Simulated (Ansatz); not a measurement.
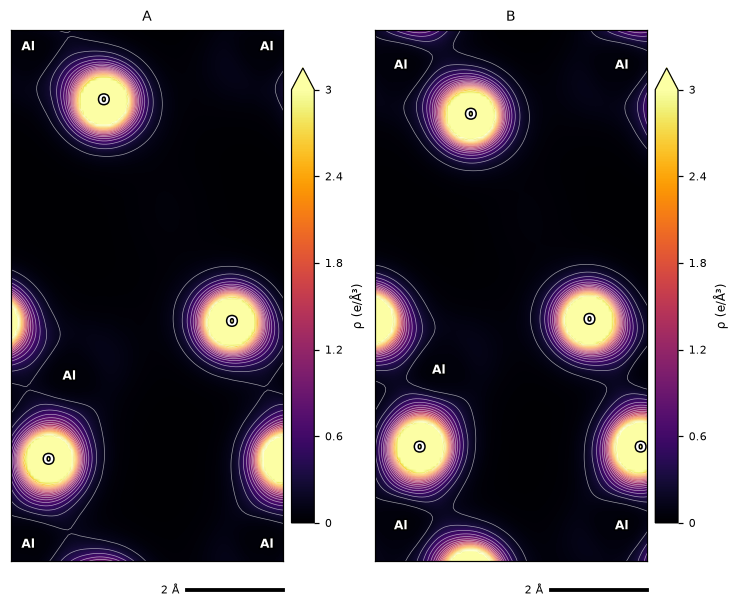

Al2O3. The valence pseudo-density of two cells that differ in size and shape, on the (001) plane of each (indices in the axes of the calculation cell), at one length scale and on one colour scale: A has 16.5 Å³ an atom and B 14.1.

Space group Pnnm; a structure from a database of computed crystals, not necessarily the ambient phase.

Computed with DFT LDA, scalar-relativistic, plane waves, PAW in Ansatz.

Core electrons are frozen (PAW), and the valence fields are smoothed inside the atomic spheres.

The larger cell:

```
Al O
1.0
     4.95999    0.00000    0.00000
     0.00000   10.33897    0.00000
     0.00000    0.00000    3.21255
Al O
4 6
Direct
  0.41388 0.33100 0.50000
  0.58612 0.66900 0.50000
  0.91388 0.16900 0.00000
  0.08612 0.83100 0.00000
  0.73156 0.22269 0.50000
  0.00000 0.00000 0.00000
  0.76844 0.72269 0.00000
  0.23156 0.27731 0.00000
  0.26844 0.77731 0.50000
  0.50000 0.50000 0.50000
```

The smaller cell: a = 4.593 Å, b = 9.573 Å, c = 3.213 Å, α = 90.00°, β = 90.00°, γ = 90.00°.

**What changes from the larger cell to the smaller?**

From the larger cell to the smaller, Al–O goes from 1.80 to 1.67 Å, and the density at its midpoint from 0.72 to 0.93 e/Å³; the pressure goes from −23 to −9 GPa; the Kohn–Sham gap goes from 2.1 eV to 3.4 eV.
